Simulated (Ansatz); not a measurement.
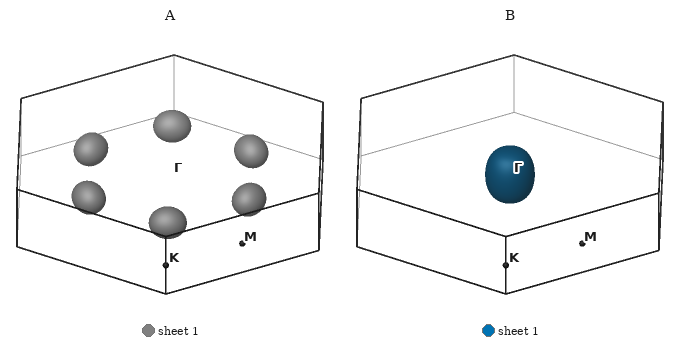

Constant-energy surfaces of MoS$_{2}$ (P6_3/mmc) near its two band edges (0.20 eV into the valence band, 0.10 eV into the conduction band), in unknown order.

Computed with Ansatz, DFT PBE, scalar-relativistic, plane waves, PAW; levels and slopes on a dense k mesh at the converged density. No spin polarisation. The levels come from a k mesh of 42×42×10 points. The geometry was not relaxed.

Masses come from a second pass at points close to the extrema; at the energies drawn a band may no longer be parabolic.

Which panel shows the holes and which the electrons?

Answer. B shows the valence band (holes), A the conduction band (electrons).

Describe the extrema and the gap.

Answer. Valence band (extrema up to 0.20 eV from the edge): one maximum at Γ, principal masses 0.68, 0.68 and 0.99 mₑ. Band 26 forms the valence edge.
Conduction band (extrema up to 0.10 eV from the edge): six equivalent minima on the K–Γ line, principal masses 0.56, 0.56 and 0.78 mₑ. Band 27 forms the conduction edge.
The gap is indirect, 0.87 eV at this level of theory, which underestimates gaps and can reorder valleys that lie close.

Spin-orbit coupling, left out here, can change the gap, its kind, the place of the band edges and the masses, since the compound holds Mo.

Time for the whole run: 41 s on 2 threads of Intel(R) Xeon(R) 6975P-C (Granite Rapids) (shared host), peak memory 1.7 GiB.
